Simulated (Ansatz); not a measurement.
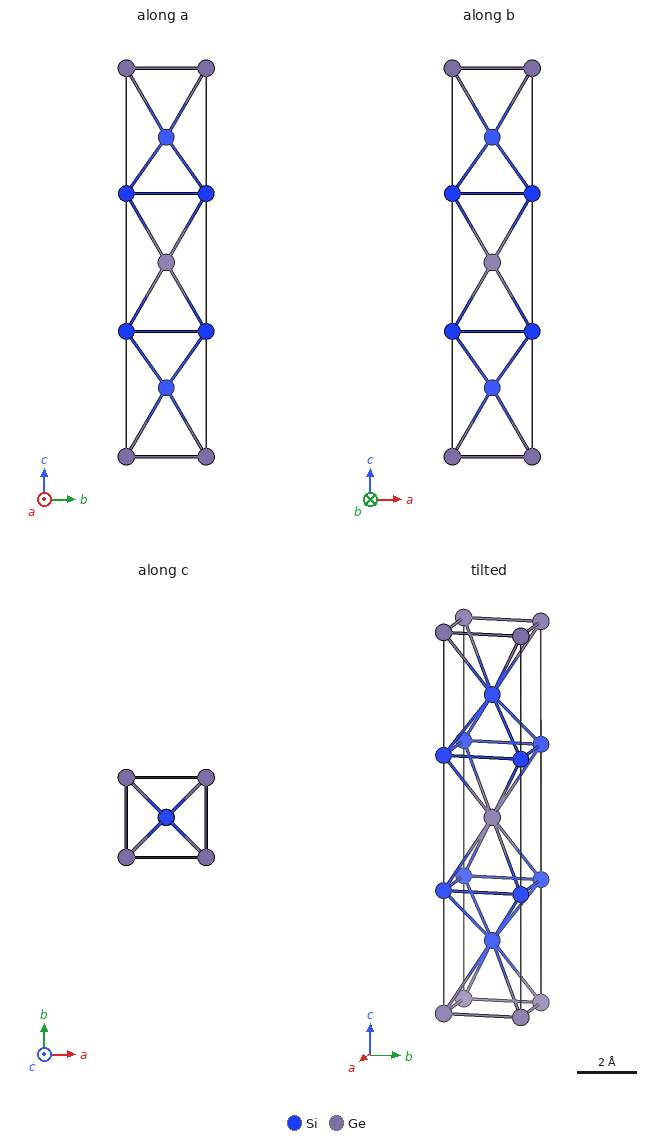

Structure drawing (ball-and-stick), viewed along the a axis, along the b axis, along the c axis and slightly off an axis. Lines trace the edges of the conventional unit cell.

Lattice parameters: a = 2.7282 Å, b = 2.7282 Å, c = 13.2762 Å, α = 90.000°, β = 90.000°, γ = 90.000°.

Give the structure in the form of a CIF in P1 with every atom of the cell, with free fractional coordinates to two decimals.

Answer.
```cif
data_structure
_symmetry_space_group_name_H-M 'P 1'
_symmetry_Int_Tables_number 1
_cell_length_a 2.7282
_cell_length_b 2.7282
_cell_length_c 13.2762
_cell_angle_alpha 90.000
_cell_angle_beta 90.000
_cell_angle_gamma 90.000
_cell_volume 98.82
loop_
_atom_site_label
_atom_site_type_symbol
_atom_site_fract_x
_atom_site_fract_y
_atom_site_fract_z
_atom_site_occupancy
Si1 Si 0.50 0.50 0.18 1
Si2 Si 0.00 0.00 0.32 1
Ge1 Ge 0.00 0.00 0.00 1
Si3 Si 0.00 0.00 0.68 1
Si4 Si 0.50 0.50 0.82 1
Ge2 Ge 0.50 0.50 0.50 1
```

The initial geometry was a structure type filled with these elements by a generator (whether the compound takes this form wasn't checked). The structure drawn was relaxed with DFT PBE, scalar-relativistic, plane waves, PAW (Ansatz).
